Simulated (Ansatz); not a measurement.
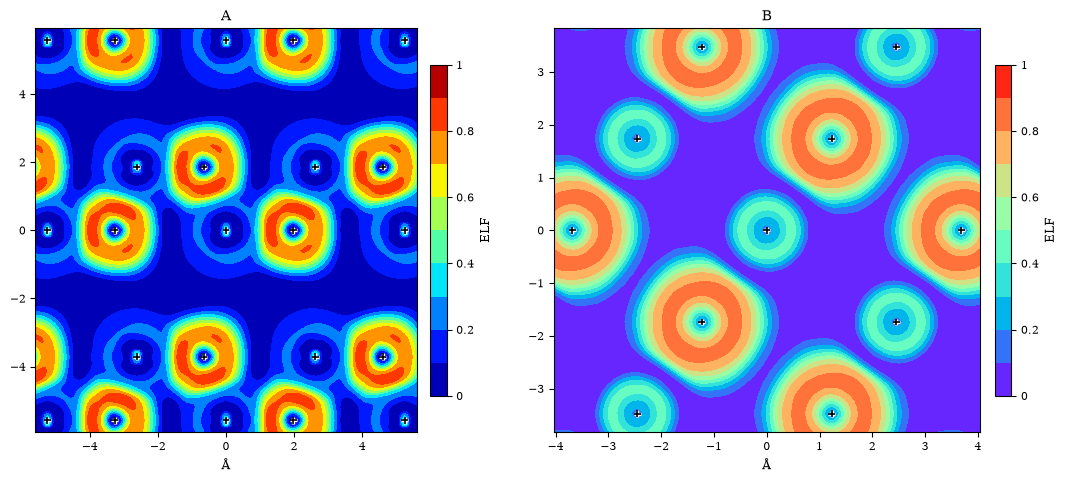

The electron localisation function of 2 systems, each on a plane through atoms (crosses mark nuclei in the plane).

These are results of DFT PBE, scalar-relativistic, plane waves, PAW in Ansatz 0.2.0, not measurements.

System 1: MgO, the (100) plane of the calculation cell. Space group Fm-3m.

System 2: GaN, the (110) plane of the conventional cell. Space group P6₃mc.

```
Ga N
1.0
     3.21843    0.00000    0.00000
    -1.60921    2.78724    0.00000
     0.00000    0.00000    5.24303
Ga N
2 2
Direct
  0.33333 0.66667 0.99913
  0.66667 0.33333 0.49913
  0.33333 0.66667 0.37587
  0.66667 0.33333 0.87587
```

**Match each panel to its system.**

Panel A is system 2, GaN: the plane holds Ga and N. Ga–N (1.97 Å): the ELF peaks at about 0.85 in the valence shell of N, 0.7 Å from its nucleus, and is about 0.45 at the midpoint. Panel B is system 1, MgO: the plane holds Mg and O. Mg–O (2.13 Å): the ELF peaks at about 0.85 in the valence shell of O, 0.6 Å from its nucleus, and is about 0.35 at the midpoint; an ionic contact with no shared pair.
